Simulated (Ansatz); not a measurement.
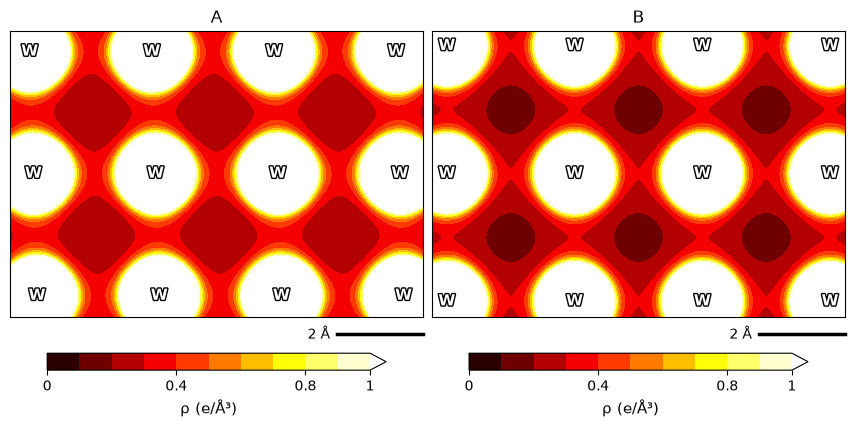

W. The valence pseudo-density of two cells that differ in size and shape, on the (101) plane of each (indices in the axes of the calculation cell), at one length scale and on one colour scale: B has 18.3 Å³ an atom and A 16.2.

Method: Ansatz, DFT r2SCAN, scalar-relativistic, plane waves, PAW.

The density is the valence pseudo-density of a PAW calculation; it isn't the true density close to the nuclei.

### What changes from the larger cell to the smaller?

From the larger cell to the smaller, W–W goes from 2.96 to 2.83 Å, and the density at its midpoint from 0.3 to 0.37 e/Å³; the pressure goes from −28 to −0.3 GPa.
